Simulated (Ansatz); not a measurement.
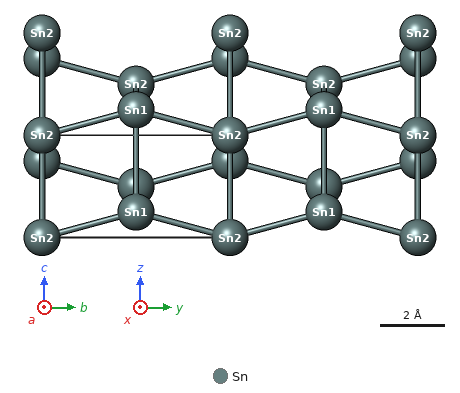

Energy scan for crystalline Sn (I4_1/amd), in which the cell is strained equally along x and y and separately along z, with the atoms kept at their fractional coordinates. x, y and z are the Cartesian axes of the input. The picture shows the reference cell. The picture is a ball-and-stick view of the conventional cell (2 times the calculation's cell), repeated 1 × 2 × 2 with one cell outlined, seen along the a axis. Lengths and directions refer to the drawn axes.

Method: DFT PBE, scalar-relativistic, plane waves, PAW in Ansatz 0.2.0. Set-up: plane-wave cutoff 420 eV; k-point mesh 16 × 16 × 16; occupations gaussian; smearing width 0.15 eV; no spin polarisation. Energies (free energies at the smearing named) are counted from the cell as listed in its source, which wasn't relaxed.

```xyz
2
Lattice="-2.9401 2.9401 1.5993 2.9401 -2.9401 1.5993 2.9401 2.9401 -1.5993" Properties=species:S:1:pos:R:3 pbc="T T T"
Sn    0.0000    2.9401    0.7997
Sn    0.0000    0.0000    0.0000
```

### Give the energy at each point on a grid with rows −0.050, −0.025, 0.000, 0.025, 0.050 and columns −0.050, −0.025, 0.000, 0.025, 0.050 (strain along x and y; strain along z).

Rows: strain along x and y; columns: strain along z; values in meV/atom.

|  | −0.050 | −0.025 | 0.000 | 0.025 | 0.050 |
| --- | --- | --- | --- | --- | --- |
| −0.050 | 161.2 | 120.7 | 93.8 | 77.4 | 68.9 |
| −0.025 | 77.4 | 46.2 | 29.1 | 21.7 | 21.7 |
| 0.000 | 34.1 | 10.1 | 0.0 | 0.3 | 7.6 |
| 0.025 | 22.1 | 4.2 | −0.1 | 5.6 | 18.9 |
| 0.050 | 32.6 | 21.3 | 22.1 | 32.6 | 50.3 |

In pairs of (strain along x and y; strain along z): the lowest computed point lies at (0.025, 0.000) (−0.1 meV/atom), the highest at (−0.050, −0.050) (161.2 meV/atom). The valley is tilted: raising the in-plane strain is made harder by raising the strain along z (cross term 0.37 of the geometric mean of the two curvatures). Over the ranges scanned the energy rises more along the first axis, the in-plane strain. The pressure runs from −4.3 GPa at (0.050, 0.050) to 13.4 GPa at (−0.050, −0.050).

As a map, interpolated between the computed points (dots):

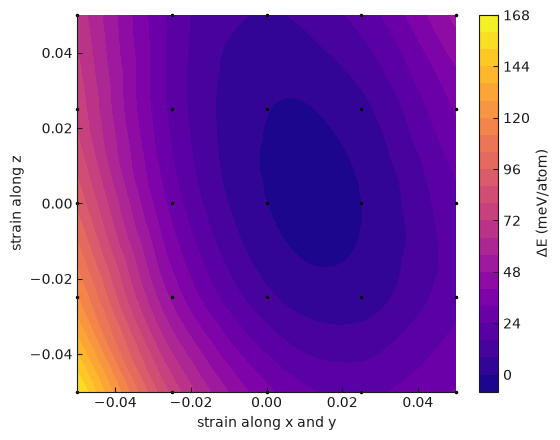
